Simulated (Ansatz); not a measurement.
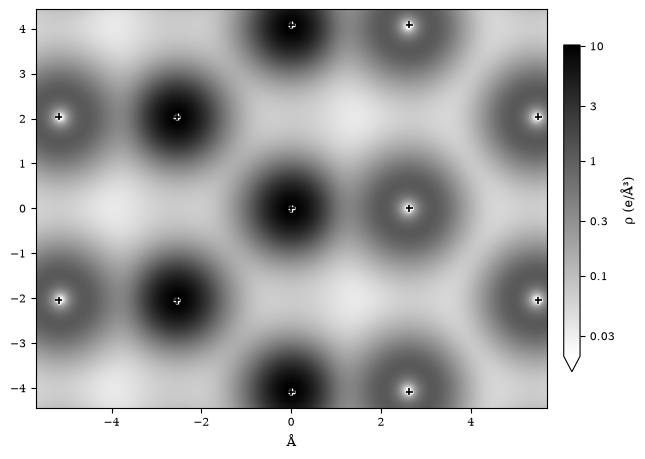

The valence charge density (pseudo) on a plane through atoms (crosses mark nuclei in the plane).

These are results of DFT LDA, scalar-relativistic, plane waves, PAW (Ansatz 0.2.0), not measurements.

Candidates:
A. PbS, a = 3.88 Å, b = 10.67 Å, c = 4.09 Å, α = 90.00°, β = 90.00°, γ = 90.00°. Space group Cmcm; a generated structure, not necessarily the stable one; computed pressure about 10 GPa in this cell.
B. GaP, a = 4.71 Å, b = 4.98 Å, c = 13.63 Å, α = 90.00°, β = 90.00°, γ = 90.00°. Space group Cmcm; a generated structure, not necessarily the stable one; computed pressure about 24 GPa in this cell.

Which system is this?

Answer. Candidate A: PbS on the (100) plane of the conventional cell, which holds Pb and S. Pb–S (2.63 Å): ρ at the midpoint is about 0.41 e/Å³.
